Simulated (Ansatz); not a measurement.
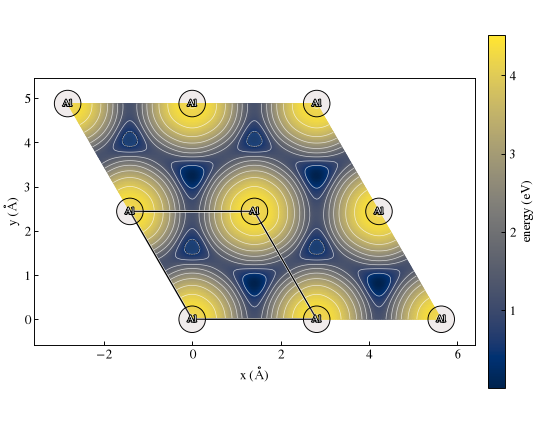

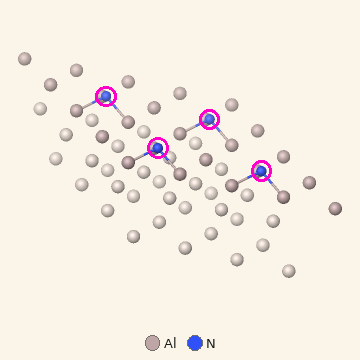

Energy landscape of N on an Al(111) slab cut from the Fm-3m phase, its upper half relaxed before the scan (12 atoms of substrate and one adsorbate in a 2 × 2 cell). N is moved over the surface cell; relaxed at each place: the height of the adsorbate's atoms; substrate rigid; the origin of the map has the adsorbate above Al9. Places are given modulo a cell vector. The map is drawn in real space over the plane of the surface. The grid has 6 × 6 points; 10 points were computed and 26 follow by symmetry. Places are given in fractions of the 1 × 1 surface cell. Energies are in eV, from the lowest grid point. The calculation used DFT LDA, scalar-relativistic, plane waves, PAW (Ansatz). Settings: cutoff 420 eV, k-mesh 6×6×1, gaussian smearing 0.1 eV, no spin polarisation.

In the figure: a smooth colour map with a few white contour lines, labelled circles for the atoms of the top layer and small ones for the second layer, the outline of one cell of the 2 × 2 shown. Between grid points the surface is interpolated. The second picture is the structure at the lowest point; rings mark the moved atoms.

Question: Describe this landscape.

Answer: The lowest grid point is at a threefold hollow over a third-layer Al atom, (4/6, 2/6) of the cell vectors. There is a further well near a threefold hollow over a second-layer Al atom, (2/6, 4/6) of the cell vectors (0.27 eV above the lowest at that grid point). The highest grid point, the top site over a surface Al atom, (0/6, 0/6) of the cell vectors, lies 4.52 eV above the lowest. On the interpolated surface the easiest way out of the lowest well to the well at a threefold hollow over a second-layer Al atom, (2/6, 4/6) of the cell vectors passes a barrier of about 1.2 eV. At the lowest point the adsorbate has 3 Al at 1.82 Å as nearest neighbours, at the highest 1 Al at 1.73 Å. Its relaxed height above the top atom is 0.82 Å at the lowest and 1.73 Å at the highest point.

The values on the grid:

```csv
"second ↓, first →",0/6,1/6,2/6,3/6,4/6,5/6
5/6,4.15,3.35,1.54,1.54,3.35,4.15
4/6,2.87,1.54,0.27,1.54,2.87,3.29
3/6,1.21,1.54,1.54,1.21,1.37,1.37
2/6,2.87,3.35,2.87,1.37,0.00,1.37
1/6,4.15,4.15,3.29,1.37,1.37,3.29
0/6,4.52,4.15,2.87,1.21,2.87,4.15
```

Each point was launched as `ansatz run input.yaml --threads 4 --pin off --max-ram 12288MiB --backend cpu --events-out ev --progress --plain --runs-dir out`. The whole map (10 points run) took 4.9 min on 4 threads of Arm Neoverse V1 (shared host).
